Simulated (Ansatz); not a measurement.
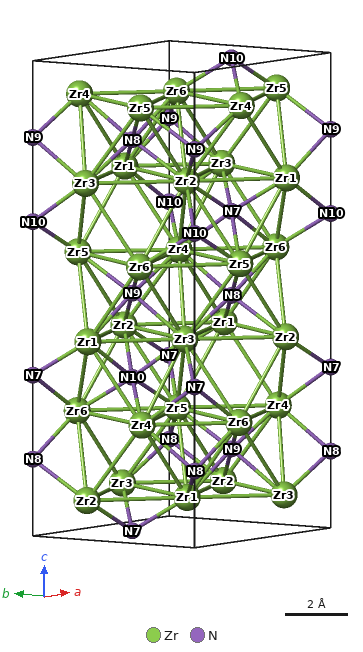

The starting point is a crystal of Zr3N2 (set up in R-3c). A ball-and-stick model of the conventional cell (3 times the calculation's cell), seen from a free direction. Lengths and directions refer to the drawn axes.

Level of theory: Ansatz 0.2.0, DFT r2SCAN, scalar-relativistic, plane waves, PAW. Set-up: plane-wave cutoff 500 eV; k-point mesh 12 × 12 × 12; occupations gaussian; smearing width 0.1 eV; no spin polarisation.

Change: Biaxial strain in the a–b plane, +2.0 %, is applied. The c axis and the atoms are relaxed.

Input file:
```yaml
crystal:
  lattice:
    - [2.8800907993, 1.6628211983, 5.340736492]
    - [-2.8800907993, 1.6628211983, 5.340736492]
    - [0.0, -3.1829716294, 5.2963164057]
  atoms:
    - { symbol: Zr, position: [0.4247874526, 0.0752125474, 0.75] }
    - { symbol: Zr, position: [0.0752125474, 0.75, 0.4247874526] }
    - { symbol: Zr, position: [0.75, 0.4247874526, 0.0752125474] }
    - { symbol: Zr, position: [0.25, 0.5752125474, 0.9247874526] }
    - { symbol: Zr, position: [0.9247874526, 0.25, 0.5752125474] }
    - { symbol: Zr, position: [0.5752125474, 0.9247874526, 0.25] }
    - { symbol: "N", position: [0.3385032834, 0.3385032834, 0.3385032834] }
    - { symbol: "N", position: [0.1614967166, 0.1614967166, 0.1614967166] }
    - { symbol: "N", position: [0.8385032834, 0.8385032834, 0.8385032834] }
    - { symbol: "N", position: [0.6614967166, 0.6614967166, 0.6614967166] }
basis:
  ecutwfc: 500
kpoints:
  mp_grid: { grid: [12, 12, 12] }
hamiltonian:
  xc: r2scan
scf:
  occupations: { method: gaussian, width: 0.1 }
output:
  forces: true
  stress: true
  eigenvalues: true
relax:
  adjacent_minimum: "off"
  f_tol: 0.008
  max_steps: 40
  cell: { stress_tol: 0.015, fix: [a, b, gamma] }
```

Run as
```bash
ansatz run input.yaml --threads 2 --pin off --max-ram 5120MiB --backend cpu --events-out ev --progress --plain --runs-dir out
```

Question: Predict the response.

Answer: The energy rises by 13.7 meV per atom. Pressure: 0.0 GPa before, −4.9 GPa after. The principal stresses (compression positive) are −7.1 GPa along a, −7.4 GPa along [1 2 2], none along the third axis. The drawn cell changes as follows: a 5.647 → 5.760 Å (+2.0 %), b 5.647 → 5.632 Å (−0.3 %), c 15.708 → 15.971 Å (+1.7 %), α 90.0° → 89.0°, γ 120.0° → 120.8°; the volume changes by +2.6 %. The largest moves relative to the cell, 0.025 Å, are those of Zr2, Zr3, Zr4 and Zr5. Zr5 goes roughly along [2 −1 0]. Largest moves by element: Zr 0.025 Å, N 0.009 Å. Among the bonded contacts that change: Zr–Zr 3.199 → 3.203 to 3.273 Å, Zr–Zr 3.301 → 3.260 to 3.369 Å, Zr–Zr 3.238 → 3.260 to 3.303 Å, N–Zr 2.267 → 2.262 to 2.323 Å. The space group (tolerance 0.01 Å) goes from R-3c (No. 167) to C2/c (No. 15).

The changed structure in the same view:

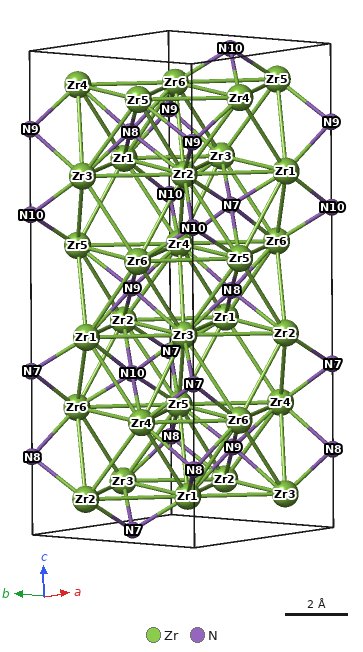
